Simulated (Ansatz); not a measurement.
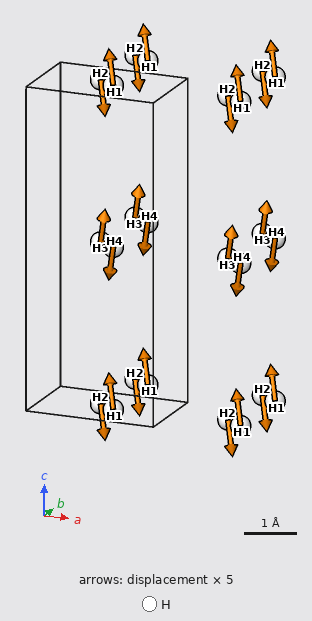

Crystalline H (set up in Cmcm) in its unrelaxed database cell. The orange arrows show how the atoms are displaced (without the part that the change of the cell carries along), magnified 5 times. Besides, the cell is strained by +2.3 % along [1 −1 0], −0.1 % along c, −1.3 % along [1 1 0] (volume +0.8 %). Style: ball-and-stick. Shown: the cell of the calculation, repeated 2 × 2 × 1 with one cell outlined, slightly off an axis.

Computed with DFT PBE, scalar-relativistic, plane waves, PAW in Ansatz 0.2.0. Set-up: plane-wave cutoff 420 eV; k-point mesh 8 × 8 × 4; occupations gaussian; smearing width 0.02 eV; no spin polarisation.

Question: How are the atoms displaced, and what does the calculation give?

Answer: Atoms are displaced by 0.15 Å relative to the cell: H4 0.15 Å along [−1 1 −2]. No relaxation follows. Some distances before and after: H–H 0.741 → 0.704 Å. The space group stays Cmcm (No. 63). The energy rises by 18.8 meV per atom. Pressure: 0.7 GPa before, 2.6 GPa after. The principal stresses (compression positive) are 6.3 GPa along [1 −1 0], 1.3 GPa along c, 0.2 GPa along [1 1 0]. The largest forces, 1.9 eV/Å, act on H1, H2, H3 and H4; on H1 it points along [3 −3 1]. The forces have little in common with the displacements (cosine 0.03). The gap on the k-mesh: 8.32 eV before, 8.85 eV after.
